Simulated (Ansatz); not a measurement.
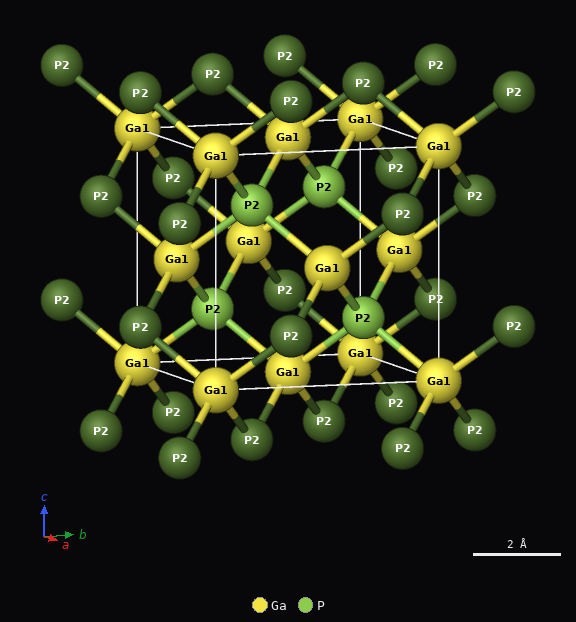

Fig. 1: The structure as given in the input (ball-and-stick view of the cell 4 times as large as that of the calculation, set on its symmetry axes, seen slightly off an axis; neighbours outside the cell are drawn fainter; atoms are numbered from 1 in the order of the input). Near neighbours in the crystal (not all of them lie inside the picture): Ga has 4 P at 2.36 Å; P has 4 Ga at 2.36 Å.

## Geometry relaxation, with input and output: GaP

- system: GaP (2 atoms in the cell)
- method: DFT PBE, scalar-relativistic, plane waves, PAW, no spin polarisation (Ansatz 0.2.0)

The structure derives from a Materials Project entry. Figures and captions count atoms from 1; the log counts them from 0 in places.

### Input
```yaml
crystal:
  lattice:
    - [0.0, 2.72581249, 2.72581249]
    - [2.72581249, 0.0, 2.72581249]
    - [2.72581249, 2.72581249, 0.0]
  atoms:
    - { symbol: Ga, position: [0.0, 0.0, 0.0] }
    - { symbol: P, position: [0.75, 0.75, 0.75] }
basis:
  ecutwfc: 420
kpoints:
  mp_grid: { grid: [8, 8, 8] }
hamiltonian:
  xc: pbe
scf:
  occupations: { method: gaussian, width: 0.02 }
output:
  forces: true
  stress: true
  eigenvalues: true
  write_density: true
  write_potential: true
  elf: true
  volumetric_format: npy
relax:
  adjacent_minimum: "off"
  f_tol: 0.005
  max_steps: 80
  cell: { stress_tol: 0.05 }
```

Hardware: 4 threads of Intel Xeon @ 2.50GHz (Skylake/Cascade Lake), 192 GiB of memory available, shared host.

Launch command:
```bash
ansatz run input.yaml --threads 4 --pin off --max-ram 8192MiB --backend cpu --events-out ev --progress --plain --runs-dir out
```

### What the program printed
```
Engine: ansatz 0.2.0, x86_64-unknown-linux-gnu
Pseudopotentials: kind: paw
Pseudopotential: Ga, paw, valence charge 13, recommended cutoff 420 eV (normal), Ga.paw.azcp
Pseudopotential: P, paw, valence charge 5, recommended cutoff 420 eV (normal), P.paw.azcp
Functional definition: PBE
  parameter kappa = 0.804
  parameter beta = 0.06672455060314922
  exchange = pbe_x(kappa = kappa, mu = beta*pi^2/3)
  correlation = pbe_c(beta = beta)
Crystal: 2 atoms, lattice volume = 40.506 Å³
Basis set: ecut = 420 eV, 749 PW (Γ), exchange–correlation on 54×54×54 points (8 copies of the dense FFT grid, shifted against one another)
Bands: 13, of which v1, the nominal top of the filled ones, is band 9 counted from 1 (8 counted from 0)
Symmetry: 24 space group operations
Space group: F-43m (ITA 216), of the structure as read, at distance tolerance 3.4e-5 Å
k-points: 29 of 512 (time reversal used)
Non-local potential: Ga, projectors of the file, l = 0: 2, l = 1: 2, l = 2: 3, l = 3: 1
Non-local potential: P, projectors of the file, l = 0: 2, l = 1: 2, l = 2: 2
PAW form: soft (Blöchl's): semilocal exchange-correlation on the pseudo side does not see the compensation charge
PAW one-centre angular grid: Ga, 590 points (default); XC on 64 Gauss nodes
PAW one-centre angular grid: P, 110 points (default); XC on 64 Gauss nodes
Initial density: superposition of atomic densities (neutral atoms: chi_scale 0, normalization atom), corrected by the library's trained network
Initial wavefunctions: pseudopotential atomic-orbital guess
Functional: x = pbe(κ = 0.804, μ = 0.2195149727645171), c = pbe(β = 0.06672455060314922)
SCF iter   1: F=—  HF=-4539.549304 eV  |F-HF|=—  |Δ(HF+E_count)|=         —  Δρ=1.57e-3  dr2=1.34e-3  ethr=1.77e-3  ⟨swp⟩=6.6  Hψ=2582  notcnv=0
preconditioner: auto → none  [insulator: Δε(μ)=1.631 eV  Ē_g=15.510 eV  σ=0.020 eV  W_gap=1.00  n_scr=14 (ndim 8)  ℏωp=24.8 eV  f_vac=0.013  D(μ)=0.00/eV (n_scr^D=0)  ε∞_Penn≈3.5]
SCF iter   2: F=—  HF=-4539.548430 eV  |F-HF|=—  |Δ(HF+E_count)|=   8.73e-4  Δρ=1.30e-3  dr2=4.63e-4  ethr=7.43e-6  ⟨swp⟩=2.5  Hψ=1006  notcnv=0
SCF iter   3: F=—  HF=-4539.548228 eV  |F-HF|=—  |Δ(HF+E_count)|=   2.02e-4  Δρ=4.32e-4  dr2=5.75e-5  ethr=2.57e-6  ⟨swp⟩=2.1  Hψ=737  notcnv=0
SCF iter   4: F=—  HF=-4539.548272 eV  |F-HF|=—  |Δ(HF+E_count)|=   4.40e-5  Δρ=1.27e-4  dr2=4.26e-6  ethr=3.20e-7  ⟨swp⟩=2.0  Hψ=642  notcnv=0
SCF iter   5: F=—  HF=-4539.548272 eV  |F-HF|=—  |Δ(HF+E_count)|=   2.20e-7  Δρ=3.18e-5  dr2=4.36e-7  ethr=2.37e-8  ⟨swp⟩=2.0  Hψ=638  notcnv=0
SCF iter   6: F=-4539.548273 eV  HF=-4539.548273 eV  |F-HF|=2.44e-8  |Δ(HF+E_count)|=   4.52e-7  Δρ=1.07e-5  dr2=2.87e-8  ethr=5.56e-10  ⟨swp⟩=11.0  Hψ=2903  notcnv=0
SCF 1 converged in 6 iterations: F = -4539.548273 eV  dr2 = 2.87e-8
  greatest PAW one-centre occupation: 0.994 electrons in one spin orbital (limit 2), on the Ga atom at site 0 (counted from 0), in its partial waves of l = 2
relax step   1: F+E_penalty+E_count = -4539.54827257 eV  Δ(F+E_penalty+E_count) = +0.000e0 eV  max|allowed force component| = 2.405e-16 eV/Å  Δτ_max = 0.0000 Å  P = +2.451 GPa  Ω = 40.506 Å³  (6 SCF iters, dr2 threshold 1.00e-7 eV, accepted)
Crystal: 2 atoms, lattice volume = 41.341 Å³
Basis set: ecut = 420 eV, 869 PW (Γ), exchange–correlation on 54×54×54 points (8 copies of the dense FFT grid, shifted against one another)
Initial density: handed on by an earlier stage of this run
Initial wavefunctions: those handed on with the density
iter 1 solved again at ethr=3.22e-6 eV; its pass at ethr=3.10e-3 eV (dr2=5.79e-4 eV) is discarded
SCF iter   1: F=—  HF=-4539.556388 eV  |F-HF|=—  |Δ(HF+E_count)|=         —  Δρ=1.02e-3  dr2=6.21e-4  ethr=3.22e-6  ⟨swp⟩=2.0  Hψ=2773  notcnv=0
preconditioner: auto → none  [insulator: Δε(μ)=1.603 eV  Ē_g=15.420 eV  σ=0.020 eV  W_gap=1.00  n_scr=14 (ndim 8)  ℏωp=24.5 eV  f_vac=0.013  D(μ)=0.00/eV (n_scr^D=0)  ε∞_Penn≈3.5]
SCF iter   2: F=—  HF=-4539.556279 eV  |F-HF|=—  |Δ(HF+E_count)|=   1.09e-4  Δρ=4.09e-4  dr2=7.20e-5  ethr=3.22e-6  ⟨swp⟩=2.0  Hψ=486  notcnv=0
SCF iter   3: F=—  HF=-4539.556284 eV  |F-HF|=—  |Δ(HF+E_count)|=   5.31e-6  Δρ=1.68e-4  dr2=1.09e-5  ethr=4.00e-7  ⟨swp⟩=3.0  Hψ=664  notcnv=0
SCF iter   4: F=—  HF=-4539.556285 eV  |F-HF|=—  |Δ(HF+E_count)|=   1.26e-6  Δρ=4.32e-5  dr2=5.13e-7  ethr=6.07e-8  ⟨swp⟩=2.0  Hψ=638  notcnv=0
SCF iter   5: F=-4539.556285 eV  HF=-4539.556285 eV  |F-HF|=7.73e-8  |Δ(HF+E_count)|=   6.57e-9  Δρ=1.39e-5  dr2=5.29e-8  ethr=1.11e-9  ⟨swp⟩=11.1  Hψ=3325  notcnv=0
SCF 2 converged in 5 iterations: F = -4539.556285 eV  dr2 = 5.29e-8
  Residual-converged pass: ⟨swp⟩=1.1  Hψ=495  notcnv=0  max |occ|·‖R‖ = 7.0e-9 eV (tolerance 1.0e-8 eV)  dr2=5.29e-8  dr2_onsite=1.67e-9  max |Δocc| = 0.0e0
relax step   2: F+E_penalty+E_count = -4539.55628539 eV  Δ(F+E_penalty+E_count) = -8.013e-3 eV  max|allowed force component| = 6.014e-17 eV/Å  Δτ_max = 0.0000 Å  P = +0.736 GPa  Ω = 41.341 Å³  energy of the carried Pulay correction = -2.136e-4 eV  (5 SCF iters, dr2 threshold 2.00e-7 eV, accepted)
Crystal: 2 atoms, lattice volume = 41.710 Å³
iter 1 solved again at ethr=6.25e-7 eV; its pass at ethr=3.10e-3 eV (dr2=1.12e-4 eV) is discarded
SCF iter   1: F=—  HF=-4539.557093 eV  |F-HF|=—  |Δ(HF+E_count)|=         —  Δρ=4.32e-4  dr2=1.14e-4  ethr=6.25e-7  ⟨swp⟩=2.3  Hψ=2696  notcnv=0
preconditioner: auto → none  [insulator: Δε(μ)=1.580 eV  Ē_g=15.380 eV  σ=0.020 eV  W_gap=1.00  n_scr=14 (ndim 8)  ℏωp=24.4 eV  f_vac=0.013  D(μ)=0.00/eV (n_scr^D=0)  ε∞_Penn≈3.5]
SCF iter   2: F=—  HF=-4539.557074 eV  |F-HF|=—  |Δ(HF+E_count)|=   1.88e-5  Δρ=1.77e-4  dr2=1.35e-5  ethr=6.25e-7  ⟨swp⟩=2.0  Hψ=480  notcnv=0
SCF iter   3: F=—  HF=-4539.557076 eV  |F-HF|=—  |Δ(HF+E_count)|=   2.18e-6  Δρ=6.83e-5  dr2=1.90e-6  ethr=7.49e-8  ⟨swp⟩=2.9  Hψ=664  notcnv=0
SCF iter   4: F=-4539.557077 eV  HF=-4539.557077 eV  |F-HF|=1.19e-7  |Δ(HF+E_count)|=   4.14e-7  Δρ=1.88e-5  dr2=9.45e-8  ethr=1.11e-9  ⟨swp⟩=9.3  Hψ=3240  notcnv=0
SCF 3 converged in 4 iterations: F = -4539.557077 eV  dr2 = 9.45e-8
relax step   3: F+E_penalty+E_count = -4539.55707667 eV  Δ(F+E_penalty+E_count) = -7.913e-4 eV  max|allowed force component| = 8.674e-17 eV/Å  Δτ_max = 0.0000 Å  P = +0.036 GPa  Ω = 41.710 Å³  energy of the carried Pulay correction = -3.066e-4 eV  (4 SCF iters, dr2 threshold 2.00e-7 eV, accepted)
Initial wavefunctions: pseudopotential atomic-orbital guess (no wavefunctions were taken with the density)
iter 1 solved again at ethr=1.15e-6 eV; its pass at ethr=3.10e-3 eV (dr2=2.06e-4 eV) is discarded
SCF iter   1: F=—  HF=-4539.556296 eV  |F-HF|=—  |Δ(HF+E_count)|=         —  Δρ=3.42e-4  dr2=1.13e-6  ethr=1.15e-6  ⟨swp⟩=3.1  Hψ=3446  notcnv=0
preconditioner: auto → none  [insulator: Δε(μ)=1.583 eV  Ē_g=15.379 eV  σ=0.020 eV  W_gap=1.00  n_scr=14 (ndim 8)  ℏωp=24.4 eV  f_vac=0.011  D(μ)=0.00/eV (n_scr^D=0)  ε∞_Penn≈3.5]
SCF iter   2: F=—  HF=-4539.557127 eV  |F-HF|=—  |Δ(HF+E_count)|=   8.31e-4  Δρ=1.73e-4  dr2=4.87e-7  ethr=6.27e-9  ⟨swp⟩=2.2  Hψ=655  notcnv=0
SCF iter   3: F=—  HF=-4539.557352 eV  |F-HF|=—  |Δ(HF+E_count)|=   2.25e-4  Δρ=7.01e-5  dr2=7.66e-8  ethr=2.70e-9  ⟨swp⟩=2.0  Hψ=653  notcnv=0
SCF iter   4: F=—  HF=-4539.557395 eV  |F-HF|=—  |Δ(HF+E_count)|=   4.33e-5  Δρ=3.82e-6  dr2=1.31e-9  ethr=4.25e-10  ⟨swp⟩=2.0  Hψ=644  notcnv=0
SCF iter   5: F=—  HF=-4539.557395 eV  |F-HF|=—  |Δ(HF+E_count)|=   9.20e-8  Δρ=4.45e-7  dr2=6.92e-11  ethr=7.26e-12  ⟨swp⟩=2.1  Hψ=642  notcnv=0
SCF iter   6: F=-4539.557395 eV  HF=-4539.557395 eV  |F-HF|=1.09e-10  |Δ(HF+E_count)|=  2.15e-10  Δρ=1.89e-7  dr2=9.08e-12  ethr=1.00e-12  ⟨swp⟩=6.9  Hψ=2008  notcnv=0
SCF 4 converged in 6 iterations: F = -4539.557395 eV  dr2 = 9.08e-12
relax step   4: F+E_penalty+E_count = -4539.55739522 eV  Δ(F+E_penalty+E_count) = -3.185e-4 eV  max|allowed force component| = 5.667e-17 eV/Å  Δτ_max = 0.0000 Å  P = +0.040 GPa  Ω = 41.710 Å³  stress off target by 3.98e-2 GPa  SCF on the basis re-selected at this cell (its energy is not comparable with the rows above)  (6 SCF iters)
```

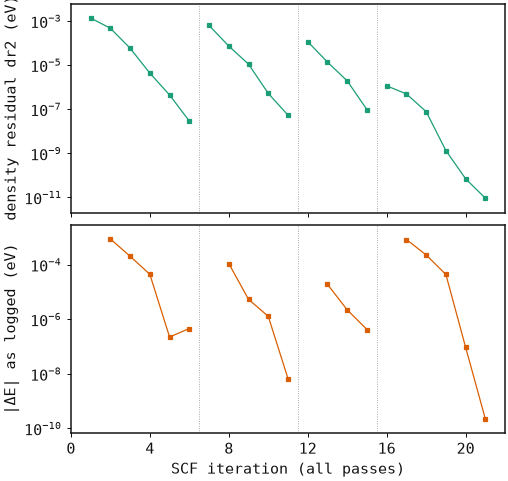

Fig. 2: Convergence of the self-consistent field: density residual dr2 and size of the energy change against the SCF iteration. The dotted lines part the SCF passes of the relaxation: geometry steps, rejected trials and re-solves on a re-selected basis. The passes take 6, 5, 4 and 6 iterations.

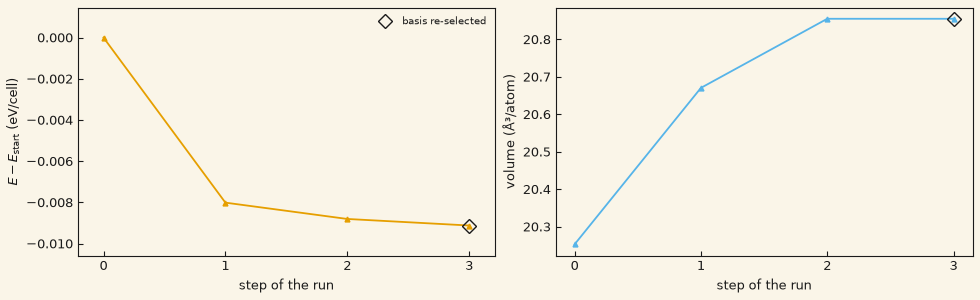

Fig. 3: Progress of the relaxation, step by step (the first geometry is step 0 here and step 1 in the log).

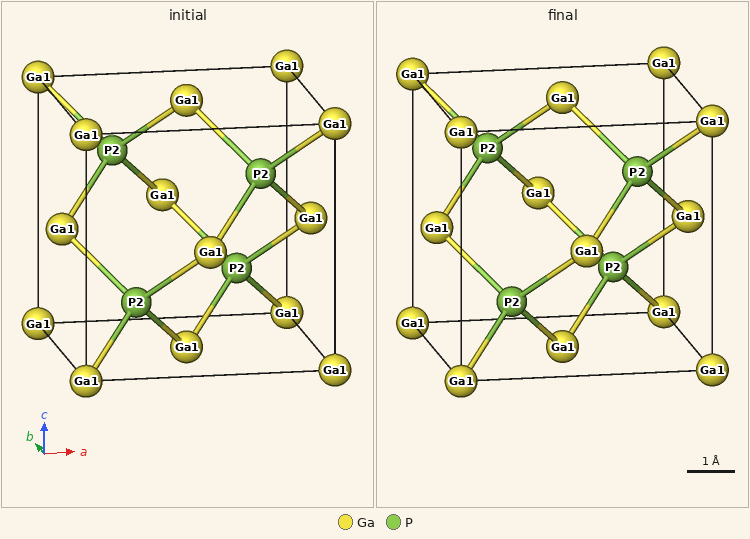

Fig. 4: Before (left) and after (right) the relaxation, at one scale (ball-and-stick view of the cell 4 times as large as that of the calculation, set on its symmetry axes, seen slightly off an axis). The energy falls by 8.8 meV per cell of the calculation in 2 geometry steps. All forces vanish by symmetry, so only the cell relaxes. The pressure goes from 2.45 to 0.04 GPa. No atom moves by more than 0.005 Å relative to the cell. Cell: a = b = c 5.452 → 5.505 Å (+1.0 %). Volume +3.0 %. Distances before and after: Ga1–P2 2.361 → 2.384 Å. The space group stays F-43m (No. 216). A last SCF at the same geometry on a re-selected plane-wave basis shifts the energy by −0.3 meV per cell of the calculation. (Atoms are counted from 1 in the order of the input.)

```
basis re-selected at this cell: Δ(F+E_penalty+E_count) = -3.185e-4 eV, ΔP = +0.003 GPa vs the last step (what re-selecting the basis moved, of the pressure what is left beyond the Pulay correction that the steps carried, after the strain that the cell walked since its last selection, with what the two solves' SCF thresholds leave and, on support functions, any second-order correction that the steps lacked; it is no measure of the basis error at this ecutwfc). This SCF's stress stands 3.98e-2 GPa from its target on what of the cell is left free (relax.cell.stress_tol is 5.00e-2 GPa) and its largest allowed force component is 5.67e-17 eV/Å (relax.f_tol is 5.00e-3 eV/Å): within both
SCF converged after 6 iterations
Free energy (F): -4539.557395 eV
Harris-Foulkes:  -4539.557395 eV  (|F-HF|=1.09e-10)
Internal energy: -4539.557395 eV  (E = F + TS)
E sigma→0 (E₀):  -4539.557395 eV
Fermi energy:    7.504863 eV
--- Per-component energies (eV) ---
  E_band       = -63.679824
  E_kinetic    = 185.390559
  E_local      = -2220.447411  (includes V_loc(G=0)·N_el)
  E_nonlocal   = 458.829239
  E_hartree    = 1025.160461
  E_xc         = -130.312300
  E_vxc        = -118.411546  (∫ρ·V_xc dr)
  E_paw        = -2558.555828  (= ΣΔE_a)
  E_vpaw       = -419.361489  (= ΣTr[D̂ρ^β])
  E_aug_tail   = -0.000086  (compensation charges beyond the density's cutoff)
  E_ewald      = -1299.622029
  E_smearing   = -0.000000  (= −TS)
  E_closure    = 0.000000  (closes the sum)
  Σ components = -4539.557395   (vs F -4539.557395, Δ=0.00e0)
--- Forces (eV/Å), atoms counted from 1 ---
  atom   1  Ga    -0.00000000     0.00000000     0.00000000
  atom   2  P      0.00000000    -0.00000000    -0.00000000
  max |Σ_I F_I| component: 5.32e-17 eV/Å
--- Stress (GPa, compression-positive) ---
        0.039849       0.000000       0.000000
        0.000000       0.039849       0.000000
        0.000000       0.000000       0.039849
  P = ⅓ Tr σ = 0.0398 GPa (0.398 kbar)
--- Band table (eV; the first three rows and the last of 29) ---
  k-point 0: bands = ["-7.7711", "-7.7711", "-7.7711", "-7.6804", "-7.6804", "-5.5576", "6.7134", "6.7134", "6.7134", "8.2960", "10.6054", "10.6054", "10.6054"]
  k-point 1: bands = ["-7.7830", "-7.7668", "-7.7668", "-7.6803", "-7.6803", "-5.3631", "5.0887", "6.4947", "6.4947", "8.9990", "10.9414", "10.9414", "11.1171"]
  k-point 2: bands = ["-7.8098", "-7.7577", "-7.7577", "-7.6791", "-7.6791", "-4.8124", "2.9029", "6.0790", "6.0790", "8.7664", "11.4374", "11.4374", "12.9087"]
  k-point 28: bands = ["-7.8603", "-7.7361", "-7.7165", "-7.6938", "-7.6723", "-2.6468", "0.2926", "3.2782", "3.4357", "11.4079", "11.4452", "12.7273", "12.8635"]
--- Relaxed structure (3 steps of the walk, 3 accepted, 1 SCFs on fresh bases) ---
  F+E_penalty+E_count = -4539.55739522 eV   max|allowed force component| = 5.667e-17 eV/Å   (the final SCF, on the basis selected at the relaxed cell)
  cell:  # Å, volume = 41.7099 Å³
    - [3.0317463595728766e-33, 2.7525584772032454, 2.7525584772032454]
    - [2.7525584772032454, 4.7386959905928984e-33, 2.7525584772032454]
    - [2.7525584772032454, 2.7525584772032454, 3.362945541711089e-33]
  atoms:
    - { symbol: Ga, position: [9.819977368085384e-34, -9.727978329598545e-34, -8.877907213980134e-34] }
    - { symbol: P, position: [0.75, 0.75, 0.75] }
```

### Trajectory as extended XYZ (Å, eV, eV/Å), 4 frames, from step=1 to step=4
```
2
Lattice="0.0000 2.7258 2.7258 2.7258 0.0000 2.7258 2.7258 2.7258 0.0000" Properties=species:S:1:pos:R:3:forces:R:3 step=1 energy=-4539.54827 pressure_GPa=2.45
Ga    0.0000    0.0000    0.0000    0.0000   0.0000   0.0000
P     4.0887    4.0887    4.0887    0.0000   0.0000   0.0000
2
Lattice="0.0000 2.7444 2.7444 2.7444 0.0000 2.7444 2.7444 2.7444 0.0000" Properties=species:S:1:pos:R:3:forces:R:3 step=2 energy=-4539.55628 pressure_GPa=0.74
Ga    0.0000    0.0000    0.0000    0.0000   0.0000   0.0000
P     4.1166    4.1166    4.1166    0.0000   0.0000   0.0000
2
Lattice="0.0000 2.7526 2.7526 2.7526 0.0000 2.7526 2.7526 2.7526 0.0000" Properties=species:S:1:pos:R:3:forces:R:3 step=3 energy=-4539.55708 pressure_GPa=0.04
Ga    0.0000    0.0000    0.0000    0.0000   0.0000   0.0000
P     4.1288    4.1288    4.1288    0.0000   0.0000   0.0000
2
Lattice="0.0000 2.7526 2.7526 2.7526 0.0000 2.7526 2.7526 2.7526 0.0000" Properties=species:S:1:pos:R:3:forces:R:3 step=4 energy=-4539.55739 pressure_GPa=0.04
Ga    0.0000    0.0000    0.0000    0.0000   0.0000   0.0000
P     4.1288    4.1288    4.1288    0.0000   0.0000   0.0000
```

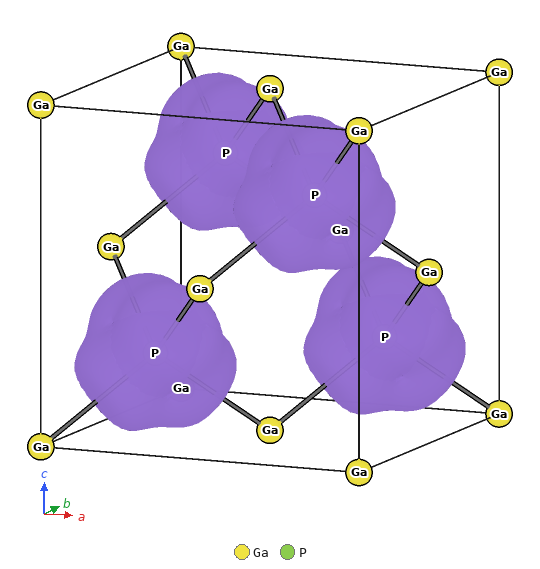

Fig. 5: Isosurface of the electron localisation function at 0.7 (purple), seen slightly off an axis. Core shells and regions of very low density are left out. Sticks mark near contacts. The outline is the cell set on symmetry axes. Values along the shortest contacts: Ga–P (2.38 Å): the ELF is about 0.75 at the midpoint. In a PAW calculation such maps are meaningful between the atoms, not at the nuclei.

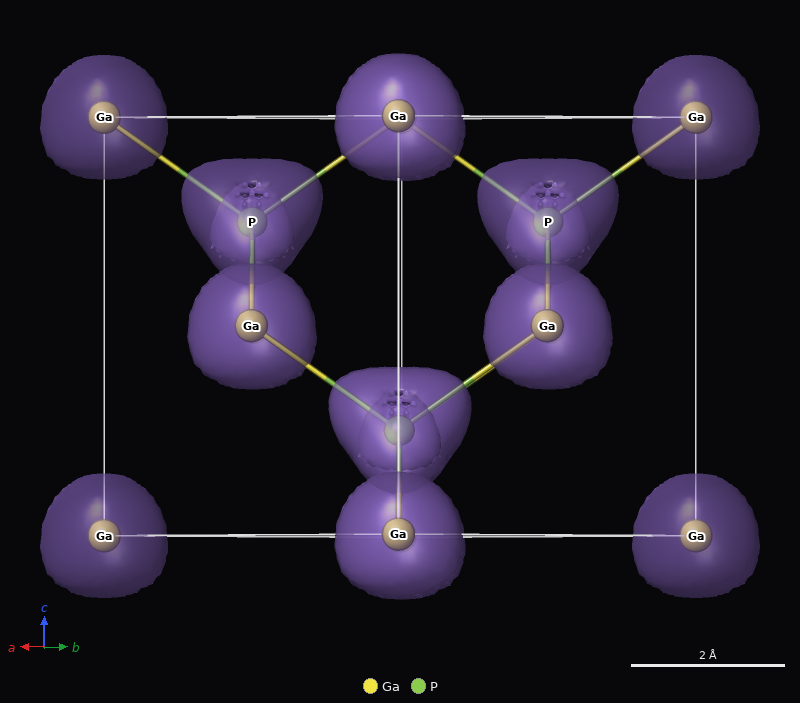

Fig. 6: Isosurface of the valence charge density (pseudo) at 0.6 e/Å³ (purple), seen at an oblique angle. Sticks mark near contacts. The outline is the cell set on symmetry axes. At this value the density breaks into separate islands; it holds about 65 % of the electrons treated as valence (semicore included). It is pinched off along the Ga–P (2.38 Å) contacts. On the grid the lowest density along these lines, outside the cores, is 0.51 e/Å³ (Ga–P, 2.38 Å).

### Key numbers

| quantity | value |
| --- | --- |
| outcome | converged |
| space group (tolerance 0.01 Å) | F-43m (216) |
| electrons treated | 18 |
| free energy | −4539.5574 eV |
| Fermi energy | 7.505 eV |
| gap on the k-point mesh | 1.58 eV |
| pressure | 0.04 GPa |
| final volume | 41.71 Å³ |
| largest force (length of the vector) at the end | under 0.001 eV/Å |
| final cell | a = 3.893 Å, b = 3.893 Å, c = 3.893 Å, α = 60.00°, β = 60.00°, γ = 60.00° |
| wall time | 4.8 s (CPU time 16 s) |
| peak memory | 0.42 GiB |
